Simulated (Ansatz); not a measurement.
Consider Ga$_{4}$As$_{5}$ (slab).

```yaml
crystal:
  lattice:
    - [4.06260, 0.00000, 0.00000]
    - [0.00000, 4.06260, 0.00000]
    - [0.00000, 0.00000, 26.49077]
  atoms:
    - { symbol: As, position: [0.00000, 0.50000, 0.28379] }
    - { symbol: Ga, position: [0.50000, 0.50000, 0.33641] }
    - { symbol: As, position: [0.50000, 0.00000, 0.39223] }
    - { symbol: Ga, position: [0.00000, 0.00000, 0.44546] }
    - { symbol: As, position: [0.00000, 0.50000, 0.50000] }
    - { symbol: Ga, position: [0.50000, 0.50000, 0.55454] }
    - { symbol: As, position: [0.50000, 0.00000, 0.60777] }
    - { symbol: Ga, position: [0.00000, 0.00000, 0.66359] }
    - { symbol: As, position: [0.00000, 0.50000, 0.71621] }
```

Computed without spin polarisation.

Level of theory: Ansatz 0.2.0, DFT PBE, scalar-relativistic, plane waves, PAW.

Question: What will maps of the valence pseudo-density and electron localisation function show?

Answer: Ga–As (2.47 Å): the density is about 0.48 e/Å³ at the midpoint; the ELF peaks at about 0.75 between the atoms.
Ga–As (2.51 Å): the density is about 0.44 e/Å³ at the midpoint; the ELF peaks at about 0.75 between the atoms.

Question: Metal or insulator at this level of theory?

Answer: It is metallic or semimetallic at this level of theory: no gap opens.

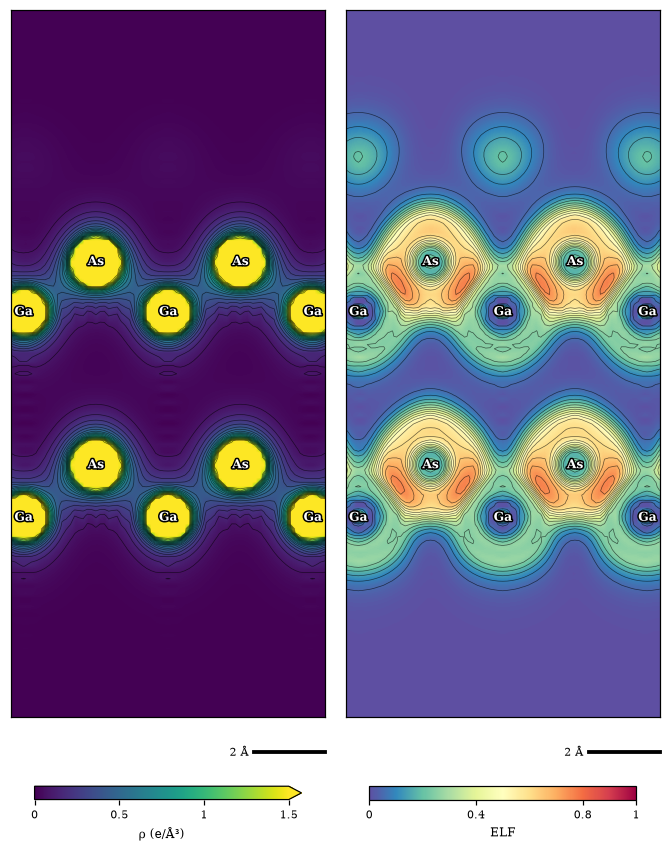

Computed valence pseudo-density and electron localisation function on the (100) plane of the calculation cell, a cut from vacuum to vacuum, in this order. 

Core electrons are frozen (PAW), and the valence fields are smoothed inside the atomic spheres.
